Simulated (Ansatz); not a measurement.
## Single-point calculation, with input and output: Ge

Ge (Fddd, 2 atoms in the cell), computed with DFT PBEsol, scalar-relativistic, plane waves, PAW, no spin polarisation (Ansatz 0.2.0).

The structure derives from an entry of the Crystallography Open Database. It belongs to a series of runs on one base structure; here: strain +0.0750 x Voigt [1, -1, 0, 0, 0, 0], atoms carried along. Figures and captions count atoms from 1; the log counts them from 0 in places.

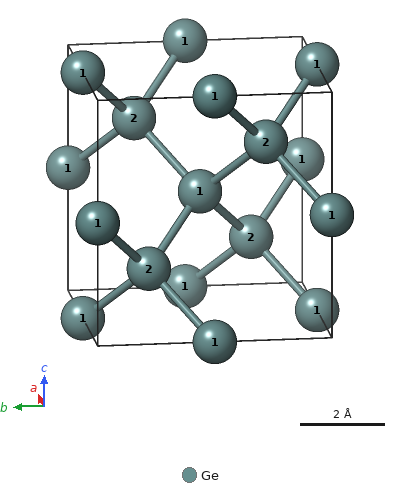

Fig. 1: The structure as given in the input (ball-and-stick view of the cell 4 times as large as that of the calculation, set on its symmetry axes, seen at an oblique angle; atoms are numbered from 1 in the order of the input). An atom can appear more than once, as a periodic image. Near neighbours in the periodic cell (some may lie outside the picture): Ge has 4 Ge at 2.45 Å.

Results in brief

| quantity | value |
| --- | --- |
| outcome | converged |
| space group (tolerance 0.01 Å) | Fddd (70) |
| electrons treated | 28 |
| free energy | −8506.8840 eV |
| Fermi energy | 8.534 eV |
| gap on the k-point mesh | none (metallic) |
| pressure | 0.95 GPa |
| largest force (length of the vector) | under 0.001 eV/Å |
| hardware | 1 thread of Intel Xeon @ 2.70GHz, 189 GiB of memory available, shared host |
| wall time | 18 s |
| peak memory | 0.55 GiB |

Input file
```yaml
crystal:
  lattice:
    - [0.0, 2.61661225, 2.82877]
    - [3.04092775, 0.0, 2.82877]
    - [3.04092775, 2.61661225, 0.0]
  atoms:
    - { symbol: Ge, position: [0.5, 0.5, 0.5] }
    - { symbol: Ge, position: [0.75, 0.75, 0.75] }
basis:
  ecutwfc: 420
kpoints:
  mp_grid: { grid: [14, 14, 14] }
hamiltonian:
  xc: pbesol
scf:
  occupations: { method: gaussian, width: 0.15 }
output:
  forces: true
  stress: true
  eigenvalues: true
  write_density: true
  write_potential: true
  elf: true
  volumetric_format: npy
```

Launch command:
```bash
ansatz run input.yaml --threads 1 --pin off --max-ram 2560MiB --backend cpu --events-out ev --progress --plain --runs-dir out
```

What the program printed
```
Engine: ansatz 0.2.0, x86_64-unknown-linux-gnu
Pseudopotentials: kind: paw
Pseudopotential: Ge, paw, valence charge 14, recommended cutoff 420 eV (normal), Ge.paw.azcp
Functional definition: PBEsol
  exchange = pbesol_x
  correlation = pbesol_c
Crystal: 2 atoms, lattice volume = 45.017 Å³
Basis set: ecut = 420 eV, 867 PW (Γ), exchange–correlation on 54×60×54 points (8 copies of the dense FFT grid, shifted against one another)
Bands: 18, of which v1, the nominal top of the filled ones, is band 14 counted from 1 (13 counted from 0)
Symmetry: 8 space group operations
Space group: Fddd (ITA 70), of the structure as read, at distance tolerance 3.6e-5 Å
k-points: 428 of 2744
Non-local potential: Ge, projectors of the file, l = 0: 2, l = 1: 2, l = 2: 3, l = 3: 1
PAW form: soft (Blöchl's): semilocal exchange-correlation on the pseudo side does not see the compensation charge
PAW frozen core: Ge, regenerated for the run's functional, and the local potential with it (the file was generated under x = pbe(κ = 0.804, μ = 0.2195149727645171), c = pbe(β = 0.06672455060314922))
PAW one-centre angular grid: Ge, 590 points (default); XC on 64 Gauss nodes
Initial density: superposition of atomic densities (neutral atoms: chi_scale 0, normalization atom), corrected by the library's trained network
Initial wavefunctions: pseudopotential atomic-orbital guess
Functional: x = pbesol(κ = 0.804, μ = 0.12345679012345678), c = pbesol(β = 0.046)
SCF iter   1: F=—  HF=-8506.885225 eV  |F-HF|=—  |Δ(HF+E_count)|=         —  Δρ=2.33e-3  dr2=2.19e-3  ethr=1.77e-3  ⟨swp⟩=5.2  Hψ=35428  notcnv=0
preconditioner: auto → Kerker (q_TF=auto, 2.521 Å⁻¹)  [metal: Δε(μ)=0.070 eV  Ē_g=23.345 eV  σ=0.150 eV  W_gap=0.26  n_scr=14 (ndim 8)  ℏωp=29.3 eV  f_vac=0.057  D(μ)=0.18/eV (n_scr^D=0)]
SCF iter   2: F=—  HF=-8506.884041 eV  |F-HF|=—  |Δ(HF+E_count)|=   1.18e-3  Δρ=1.63e-3  dr2=1.16e-3  ethr=7.82e-6  ⟨swp⟩=1.3  Hψ=11274  notcnv=0
SCF iter   3: F=—  HF=-8506.884172 eV  |F-HF|=—  |Δ(HF+E_count)|=   1.31e-4  Δρ=9.20e-4  dr2=1.62e-4  ethr=4.14e-6  ⟨swp⟩=2.0  Hψ=13699  notcnv=0
SCF iter   4: F=—  HF=-8506.884001 eV  |F-HF|=—  |Δ(HF+E_count)|=   1.71e-4  Δρ=2.43e-4  dr2=5.85e-5  ethr=5.79e-7  ⟨swp⟩=2.0  Hψ=13699  notcnv=0
SCF iter   5: F=—  HF=-8506.884009 eV  |F-HF|=—  |Δ(HF+E_count)|=   7.32e-6  Δρ=1.52e-4  dr2=1.45e-5  ethr=2.09e-7  ⟨swp⟩=2.0  Hψ=13698  notcnv=0
SCF iter   6: F=—  HF=-8506.884014 eV  |F-HF|=—  |Δ(HF+E_count)|=   5.32e-6  Δρ=3.86e-5  dr2=7.74e-7  ethr=5.19e-8  ⟨swp⟩=2.0  Hψ=9422  notcnv=0
SCF iter   7: F=-8506.884014 eV  HF=-8506.884014 eV  |F-HF|=5.25e-9  |Δ(HF+E_count)|=   3.62e-7  Δρ=4.22e-6  dr2=9.73e-9  ethr=3.57e-10  ⟨swp⟩=6.0  Hψ=46519  notcnv=0
SCF 1 converged in 7 iterations: F = -8506.884014 eV  dr2 = 9.73e-9
  greatest PAW one-centre occupation: 0.998 electrons in one spin orbital (limit 2), on the Ge atom at site 1 (counted from 0), in its partial waves of l = 2
```

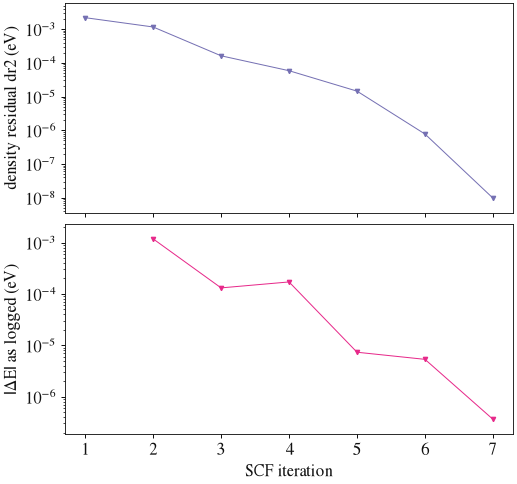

Fig. 2: Convergence of the self-consistent field: density residual dr2 and size of the energy change against the SCF iteration. The residual falls at every step.

```
SCF converged after 7 iterations
Free energy (F): -8506.884014 eV
Harris-Foulkes:  -8506.884014 eV  (|F-HF|=5.25e-9)
Internal energy: -8506.882032 eV  (E = F + TS)
E sigma→0 (E₀):  -8506.883023 eV
Entropy (-TS):   -0.001982 eV (-0.991 meV/atom)
Fermi energy:    8.534004 eV
--- Per-component energies (eV) ---
  E_band       = -300.461689
  E_kinetic    = 223.235774
  E_local      = -4921.563396  (includes V_loc(G=0)·N_el)
  E_nonlocal   = 840.075644
  E_hartree    = 2156.700322
  E_xc         = -150.036285
  E_vxc        = -129.580705  (∫ρ·V_xc dr)
  E_paw        = -3957.925188  (= ΣΔE_a)
  E_vpaw       = -626.035461  (= ΣTr[D̂ρ^β])
  E_aug_tail   = 0.000644  (compensation charges beyond the density's cutoff)
  E_ewald      = -2699.205419
  E_core_change = 1.835872  (= ΣΔE_core)
  E_smearing   = -0.001982  (= −TS)
  E_closure    = -0.000000  (closes the sum)
  Σ components = -8506.884014   (vs F -8506.884014, Δ=0.00e0)
--- Forces (eV/Å), atoms counted from 1 ---
  atom   1  Ge    -0.00000000    -0.00000000     0.00000000
  atom   2  Ge     0.00000000     0.00000000    -0.00000000
  max |Σ_I F_I| component: 0.00e0 eV/Å
--- Stress (GPa, compression-positive) ---
       -4.588810       0.000000      -0.000000
        0.000000       5.179059       0.000000
       -0.000000       0.000000       2.270410
  P = ⅓ Tr σ = 0.9536 GPa (9.536 kbar)
--- Band table (eV; the first three rows and the last of 428) ---
  k-point 0: bands = ["-16.3212", "-16.2981", "-16.2837", "-16.2719", "-16.2575", "-16.0885", "-16.0654", "-16.0625", "-16.0315", "-16.0283", "-4.2933", "7.8988", "8.3958", "8.6066", "9.0696", "10.7738", "11.1576", "11.4853"]
  k-point 1: bands = ["-16.3220", "-16.3002", "-16.2890", "-16.2650", "-16.2530", "-16.0907", "-16.0729", "-16.0562", "-16.0318", "-16.0267", "-4.2300", "7.0682", "8.0936", "8.7296", "9.4043", "10.8974", "11.3250", "11.7498"]
  k-point 2: bands = ["-16.3251", "-16.3031", "-16.2955", "-16.2538", "-16.2434", "-16.0966", "-16.0805", "-16.0529", "-16.0320", "-16.0222", "-4.0417", "5.7478", "7.7465", "8.4957", "9.4386", "11.3461", "11.7105", "12.5105"]
  k-point 427: bands = ["-16.3335", "-16.3335", "-16.2594", "-16.2594", "-16.1501", "-16.1501", "-16.0926", "-16.0926", "-16.0064", "-16.0064", "-0.3704", "-0.3704", "5.5019", "5.5019", "9.2124", "9.2124", "17.0206", "17.0206"]
```

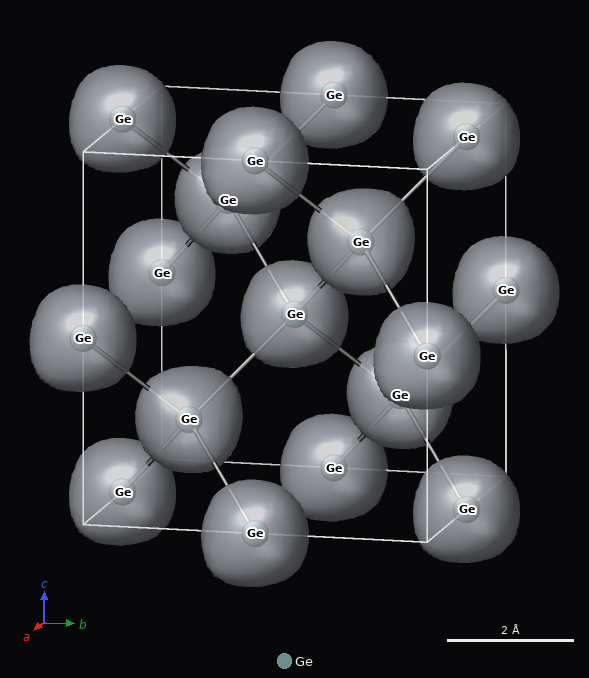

Fig. 3: Isosurface of the valence charge density (pseudo) at 0.6 e/Å³ (grey), seen slightly off an axis. Sticks mark near contacts. The outline is the cell set on symmetry axes. At this value the density breaks into separate islands; it holds about 75 % of the electrons treated as valence (semicore included). It is pinched off along the Ge–Ge (2.45 Å) contacts. On the grid the lowest density along these lines, outside the cores, is 0.5 e/Å³ (Ge–Ge, 2.45 Å). The fields are those of the smooth PAW valence density.

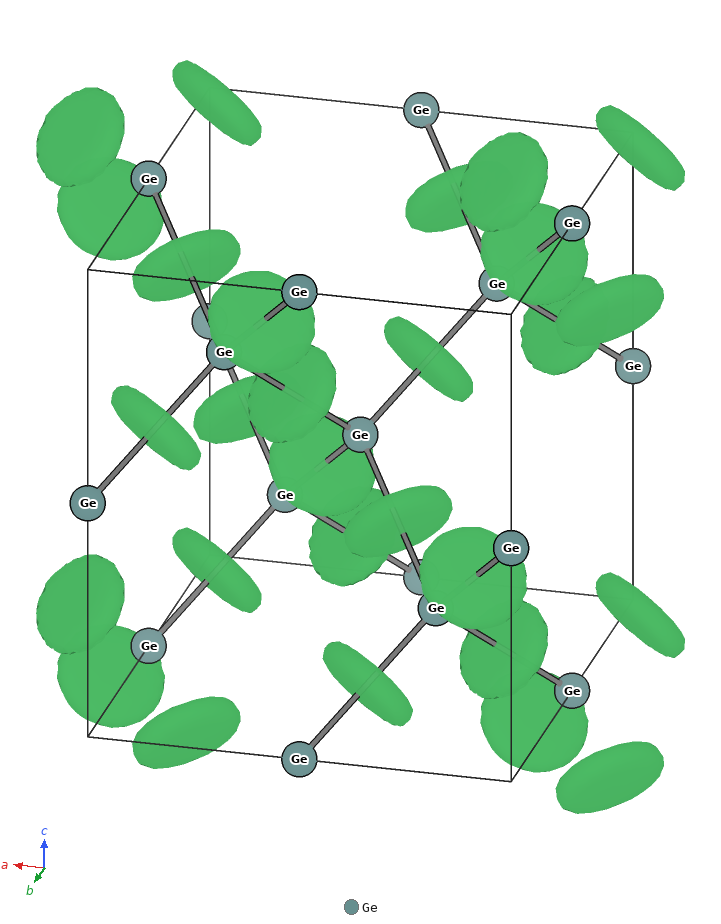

Fig. 4: Isosurface of the electron localisation function at 0.65 (green), seen at an oblique angle. Core shells and regions of very low density are left out. Sticks mark near contacts. The outline is the cell set on symmetry axes. Along the contacts the grid gives the following. Ge–Ge (2.45 Å): the ELF peaks at about 0.75 between the atoms, which marks localised, shared-pair bonding.
